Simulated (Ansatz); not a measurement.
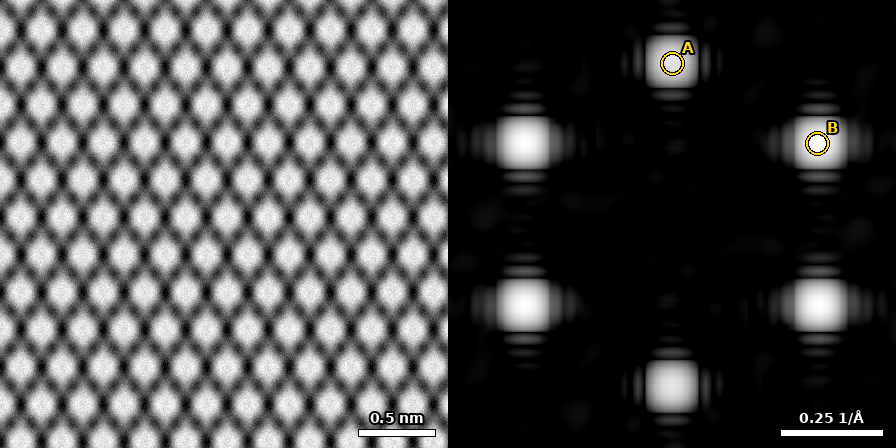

HRTEM-like image of a crystal. Simulated in the weak-phase-object approximation with neutral-atom potentials: 80 kV, Cs = 10 µm, defocus −78 Å (negative is underfocus), defocus spread 12 Å, aperture 0.92 1/Å. Shot noise was added.

The right panel is the modulus of the image's Fourier transform on a logarithmic scale.

Which lattice spacings do the marked spots stand for, and what angle do A and B enclose?

A: 2.5 Å, B: 2.4 Å; A and B enclose about 61°.

The crystal is Ti (P6_3/mmc, No. 194) along [101]; the spots are (0 -1 0) and (-1 0 1). Structure: coordinates from a relaxation with DFT, PBEsol, plane waves (420 eV) with PAW, scalar-relativistic in Ansatz; the starting structure was generated, so it need not be a known form of this composition.
